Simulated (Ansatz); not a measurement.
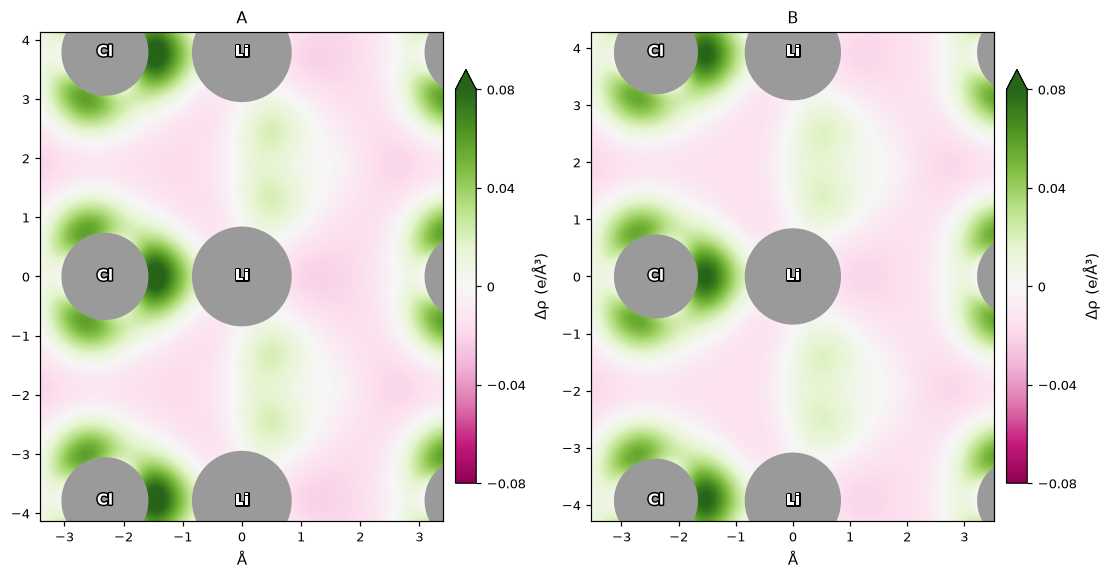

LiCl: deformation density on the (11̄0) plane of the conventional cell at two volumes, with the same fractional coordinates and one colour scale. Grey discs cover the cores. Panel A has 90 % of the volume of panel B.

Space group P6_3mc. The cell comes from a database of computed structures, not from a measurement.

Method: DFT PBE, scalar-relativistic, plane waves, PAW in Ansatz 0.2.0.

What changes between the database cell and the scaled one?

From B to A, Cl–Li goes from 2.40 to 2.31 Å, and Δρ at its midpoint from +0.05 to +0.06 e/Å³. The pressure is −0.2 GPa in B and 2.8 GPa in A. Bader charges in B: Li +0.89 and Cl −0.89 e; in A: Li +0.88 and Cl −0.88 e. The rearranged charge is 0.16 e an atom in B and 0.15 e in A.

Run times: 30 s (base cell) and 31 s (scaled cell), on 1 thread of Arm Neoverse V1 (shared host).
